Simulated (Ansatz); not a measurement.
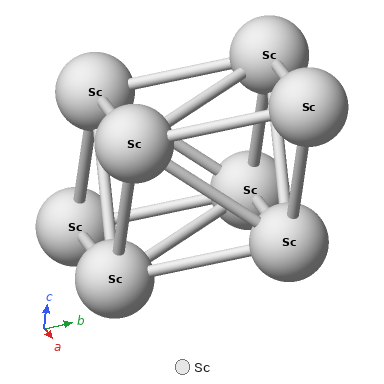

System: Sc, space group Fm-3m (No. 225). The picture shows the cell.

The given structure:
```xyz
1
Lattice="0.0000 2.2705 2.2705 2.2705 0.0000 2.2705 2.2705 2.2705 0.0000" Properties=species:S:1:pos:R:3 pbc="T T T"
Sc    0.0000    0.0000    0.0000
```

Calculation (Ansatz 0.2.0): biaxial strain in the xy plane and strain along z of a crystal, fractional coordinates fixed, by plane-wave density functional theory with PAW datasets, free energies less that of the undisturbed cell. Level: PBEsol, no spin polarisation.

- wave cutoff: 420 eV
- k mesh: 18×18×18
- occupations: Gaussian
- smearing width: 0.15 eV
- k shift: (0, 0, 0) (mesh steps)
- start: as given

Describe the result: the map of the energy change over strain zz and strain xx = yy. The grid: strain zz −0.05, −0.025, 0, 0.025, 0.05 ; strain xx = yy −0.05, −0.025, 0, 0.025, 0.05.

At the origin the energy is lower than all eight neighbouring grid points, so a minimum lies at or close to the given structure. The energy change is least, 0 meV/atom, at strain zz of 0 and strain xx = yy of 0, and largest, 111 meV/atom, at strain zz of −0.05 and strain xx = yy of −0.05. Near the origin the softest direction lies along strain zz, turned by about 24° so that strain xx = yy takes the opposite sign; the curvature across the valley is 7.9 times that along it.

Energy change (meV/atom); rows strain xx = yy, columns strain zz:
```tsv
	-0.05	-0.025	0	0.025	0.05
-0.05	111	78	55	39	31
-0.025	51	29	15	8	9
0	18	5	0	2	10
0.025	8	4	7	16	31
0.05	18	22	33	49	71
```

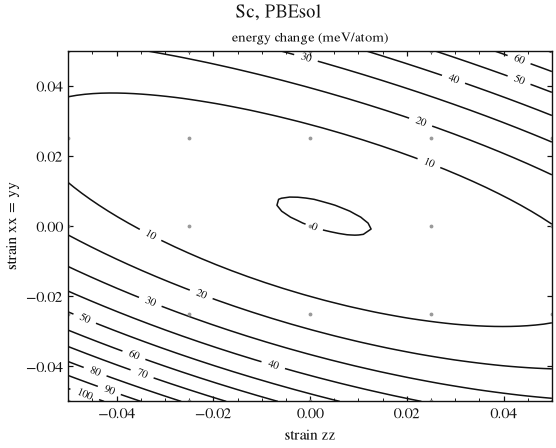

Limits of the calculation: reference crystal is not relaxed.
